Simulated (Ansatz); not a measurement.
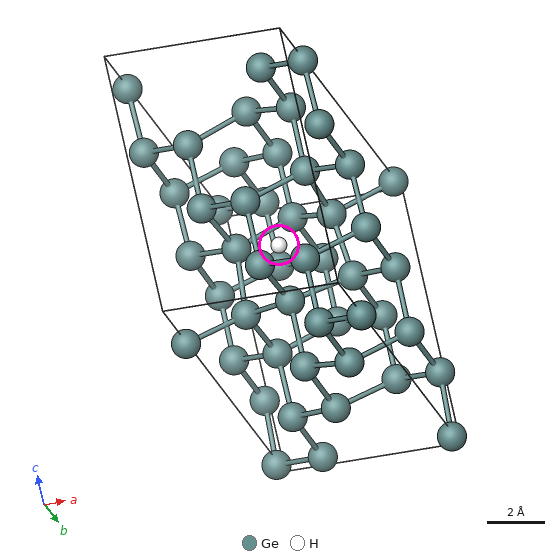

We look at a ball-and-stick model of the crystal from a general direction. The supercell is drawn as a box. The host is Ge, in a cell of 32 sites, and the cell is neutral. A ring marks the defect's site.

Q: How does this supercell depart from the perfect host?

A: An interstitial hydrogen atom. It is bonded to no bonds drawn.

The atoms were relaxed in the host's cell with DFT PBE, scalar-relativistic, plane waves, PAW in Ansatz.
